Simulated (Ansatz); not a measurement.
Input file:

```
crystal:
  lattice:
    - [3.2045998594, 0.0, 0.0]
    - [-1.6022999297, 2.7752648871, 0.0]
    - [0.0, 0.0, 17.0628366442]
  atoms:
    - { symbol: W, position: [0.0, 0.0, 0.0] }
    - { symbol: S, position: [0.3333333333, 0.6666666667, 0.09200051] }
    - { symbol: S, position: [0.3333333333, 0.6666666667, 0.90799949] }
hamiltonian:
  xc: pbesol
  pseudopotentials: { kind: paw }
kpoints:
  mp_grid: { grid: [10, 10, 2] }
scf:
  occupations: { method: fermi_dirac, width: 0.05 }
output:
  forces: true
  stress: true
  eigenvalues: true
  write_density: true
  write_potential: true
  elf: true
  volumetric_format: npy
```

Command:

```sh
ansatz run input.yaml --threads 2 --pin off --max-ram 5632MiB --backend cpu --events-out ev --progress --plain --runs-dir out
```

Below, planes, directions and counts refer to the conventional cell (a = 3.20 Å, b = 3.20 Å, c = 17.06 Å, α = 90.00°, β = 90.00°, γ = 120.00°).

Space group P-6m2; a structure from a database of computed crystals, not necessarily the ambient phase; not relaxed (largest force 0.5 eV/Å); computed pressure about −2 GPa in this cell.

The calculation used Ansatz 0.2.0, Kohn-Sham DFT of a periodic cell, PBEsol, Ansatz PAW.

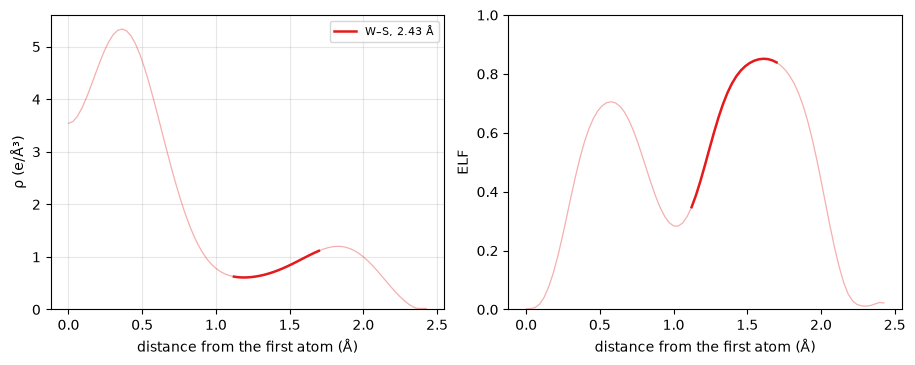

WS₂. Valence electron density and ELF along straight lines between neighbouring atoms. Thin, pale parts lie inside the atomic spheres.

Core electrons are frozen (PAW), and the valence fields are smoothed inside the atomic spheres.

What can be read from the curves?

Answer. W–S (2.43 Å): the density is about 0.61 e/Å³ at the midpoint; the ELF peaks at about 0.85 in the valence shell of S, 0.8 Å from its nucleus, and is about 0.50 at the midpoint.
